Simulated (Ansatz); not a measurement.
# Pt: what the fields show

Input

```
crystal:
  lattice:
    - [4.5006086348, 0.0, 0.0]
    - [-2.2503043174, 3.8976414102, 0.0]
    - [0.0, 0.0, 2.6811486395]
  atoms:
    - { symbol: Pt, position: [0.0, 0.0, 0.0], spin: -0.252 }
    - { symbol: Pt, position: [0.3333333333, 0.6666666667, 0.5], spin: -0.198 }
    - { symbol: Pt, position: [0.6666666667, 0.3333333333, 0.5], spin: -0.198 }
hamiltonian:
  xc: r2scan
  pseudopotentials:
    kind: paw
    azcp:
      Pt: "pseudopotentials/Pt.paw.azcp"
basis:
  ecutwfc: 500
  fft_grid_basis: typed
kpoints:
  mp_grid: { grid: [9, 9, 13], shift: [0, 0, 0] }
magnetization:
  spin_polarized: true
scf:
  occupations: { method: fermi_dirac, width: 0.05 }
  lower_state_search: "off"
output:
  stress: true
  write_density: true
  write_potential: true
  elf: true
  volumetric_format: npy
```

Command:

```sh
ansatz run input.yaml --threads 2 --pin off --max-ram 6144MiB --backend cpu --events-out ev --progress --plain --runs-dir out
```

Below, planes, directions and counts refer to the conventional cell (a = 4.50 Å, b = 4.50 Å, c = 2.68 Å, α = 90.00°, β = 90.00°, γ = 120.00°).

Space group P6/mmm; set up as Pt, omega (AlB2-type); a generated structure, not necessarily the stable one; changed on purpose from its base cell (volume × 1.0); spin-polarised.

Theory: Ansatz 0.2.0, DFT, r2SCAN, plane waves (500 eV) with PAW, scalar-relativistic.

In a PAW calculation such maps are meaningful between the atoms, not at the nuclei.

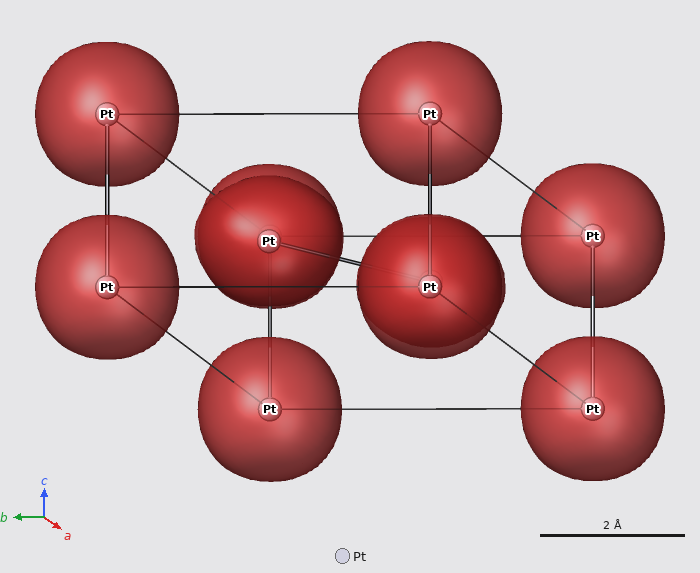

Figure 1. Isosurface of the spin density (up minus down) at −0.02 e/Å³ (red), seen at an oblique angle. Sticks mark near contacts.

### Describe the spin distribution.

The spin density sits on Pt: −0.3 μB in one cell of 3 atoms: parallel main moments, as they must be, since the calculation's own cell holds one magnetic site. The cell of the calculation (3 atoms) carries 0.8 μB of net spin moment.

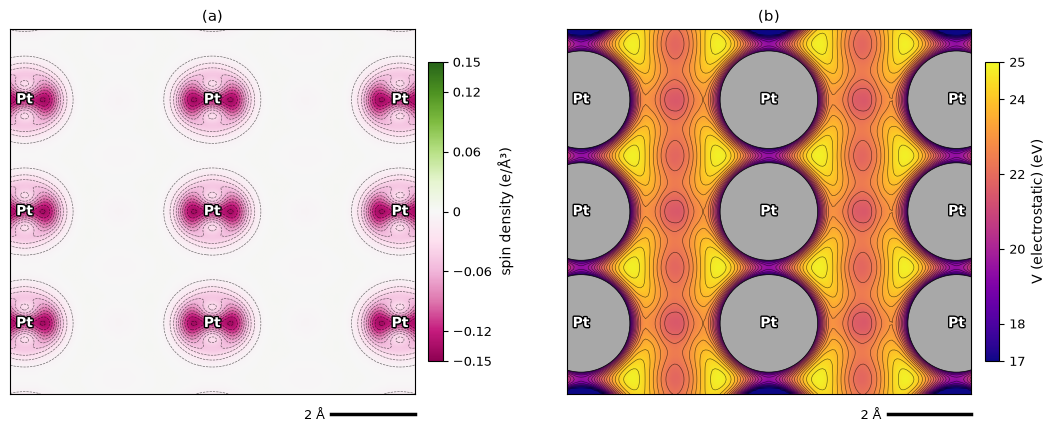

Figure 2. (a) magnetisation density (up minus down); (b) electrostatic potential (local pseudopotential plus Hartree) felt by an electron on the (100) plane of the conventional cell. Grey discs cover the atomic cores in the potential map.

### Interpret the plot.

The section cuts through Pt sites.

Outside the cores the potential energy rises away from the atoms and is highest about 1.7 Å from the nearest atoms; its zero is arbitrary.

### Does the calculation make it a metal, or give it a gap?

It is metallic or semimetallic at this level of theory: no gap opens.
